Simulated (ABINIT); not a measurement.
## Phonon calculation of AlCo (part 4 of 4)

The same run, continued: AlCo (Pm-3m, 2 atoms in the cell); Kohn-Sham DFT of a periodic cell, PBEsol, PseudoDojo NC SR PBEsol v0.4 stringent, spin-polarised (ABINIT 10.8.3); cutoff 1414.99 eV, 12×12×12 k-mesh, methfessel-paxton of 0.136 eV, collinear spins. The structure derives from a Materials Project entry.

Geometry of the input (Å; fractional positions):
```
2.8225  0.0000  0.0000
0.0000  2.8225  0.0000
0.0000  0.0000  2.8225
Co 0.5000  0.5000  0.5000
Al 0.0000  0.0000  0.0000
```

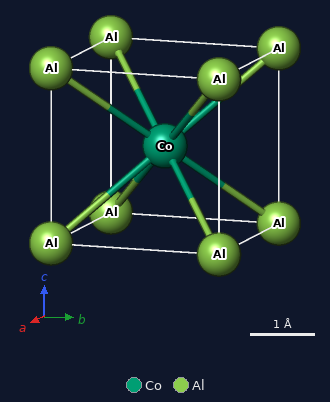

**Figure 1.** The structure (ball-and-stick view of the cell of the calculation, seen slightly off an axis). An atom can appear more than once, as a periodic image.

### File anaddb.abo, continued
```
 Eigendisplacements
 (will be given, for each mode : in cartesian coordinates
   for each atom the real part of the displacement vector,
   then the imaginary part of the displacement vector - absolute values smaller than 1.0d-7 are set to zero)
  Mode number    1   Energy    0.000000E+00
 Attention : low frequency mode.
   (Could be unstable or acoustic mode)
   1  0.00000000E+00  0.00000000E+00 -2.52688850E-03
      0.00000000E+00  0.00000000E+00  0.00000000E+00
   2  0.00000000E+00  0.00000000E+00 -2.52688910E-03
      0.00000000E+00  0.00000000E+00  0.00000000E+00
  Mode number    2   Energy    0.000000E+00
 Attention : low frequency mode.
   (Could be unstable or acoustic mode)
   1  0.00000000E+00  2.52688850E-03  0.00000000E+00
      0.00000000E+00  0.00000000E+00  0.00000000E+00
   2  0.00000000E+00  2.52688910E-03  0.00000000E+00
      0.00000000E+00  0.00000000E+00  0.00000000E+00
  Mode number    3   Energy    0.000000E+00
 Attention : low frequency mode.
   (Could be unstable or acoustic mode)
   1  2.52688850E-03  0.00000000E+00  0.00000000E+00
      0.00000000E+00  0.00000000E+00  0.00000000E+00
   2  2.52688910E-03  0.00000000E+00  0.00000000E+00
      0.00000000E+00  0.00000000E+00  0.00000000E+00
  Mode number    4   Energy    1.556130E-03
   1  0.00000000E+00  0.00000000E+00  1.70977723E-03
      0.00000000E+00  0.00000000E+00  0.00000000E+00
   2  0.00000000E+00  0.00000000E+00 -3.73450231E-03
      0.00000000E+00  0.00000000E+00  0.00000000E+00
  Mode number    5   Energy    1.556130E-03
   1  0.00000000E+00  1.70977723E-03  0.00000000E+00
      0.00000000E+00  0.00000000E+00  0.00000000E+00
   2  0.00000000E+00 -3.73450231E-03  0.00000000E+00
      0.00000000E+00  0.00000000E+00  0.00000000E+00
  Mode number    6   Energy    1.556130E-03
   1  1.70977723E-03  0.00000000E+00  0.00000000E+00
      0.00000000E+00  0.00000000E+00  0.00000000E+00
   2 -3.73450231E-03  0.00000000E+00  0.00000000E+00
      0.00000000E+00  0.00000000E+00  0.00000000E+00

 Analysis of degeneracies and characters (maximum tolerance=1.00E-06 a.u.)
 For each vibration mode, or group of modes if degenerate,
 the characters are given for each symmetry operation (see the list in the log file).
 Symmetry characters of vibration mode #   1
       degenerate with vibration modes #   2 to    3
  3.0 -3.0 -1.0  1.0 -1.0  1.0 -1.0  1.0  1.0 -1.0 -1.0  1.0  1.0 -1.0 -1.0  1.0
  0.0  0.0  0.0  0.0  0.0  0.0  0.0  0.0  1.0 -1.0 -1.0  1.0 -1.0  1.0  1.0 -1.0
  0.0  0.0  0.0  0.0  0.0  0.0  0.0  0.0  1.0 -1.0  1.0 -1.0 -1.0  1.0 -1.0  1.0
 Symmetry characters of vibration mode #   4
       degenerate with vibration modes #   5 to    6
  3.0 -3.0 -1.0  1.0 -1.0  1.0 -1.0  1.0  1.0 -1.0 -1.0  1.0  1.0 -1.0 -1.0  1.0
 -0.0  0.0  0.0 -0.0 -0.0  0.0  0.0 -0.0  1.0 -1.0 -1.0  1.0 -1.0  1.0  1.0 -1.0
 -0.0  0.0 -0.0  0.0  0.0 -0.0  0.0 -0.0  1.0 -1.0  1.0 -1.0 -1.0  1.0 -1.0  1.0

================================================================================

 anaddb : the run completed successfully.
```

### Results in brief

| quantity | value |
| --- | --- |
| outcome | converged |
| space group (tolerance 0.01 Å) | Pm-3m (221) |
| electrons treated | 20 |
| free energy | −4249.7958 eV |
| Fermi energy | 11.614 eV |
| gap on the k-point mesh | none (metallic) |
| net moment of the cell | 0.00 μB |
| pressure | 0.13 GPa |
| largest force (length of the vector) | under 0.001 eV/Å |
| hardware | 4 threads of Intel Xeon @ 2.90GHz (Ice Lake), 192 GiB of memory available, shared host |
| wall time | 13 min (CPU time 53 min) |
| peak memory | 1.7 GiB |
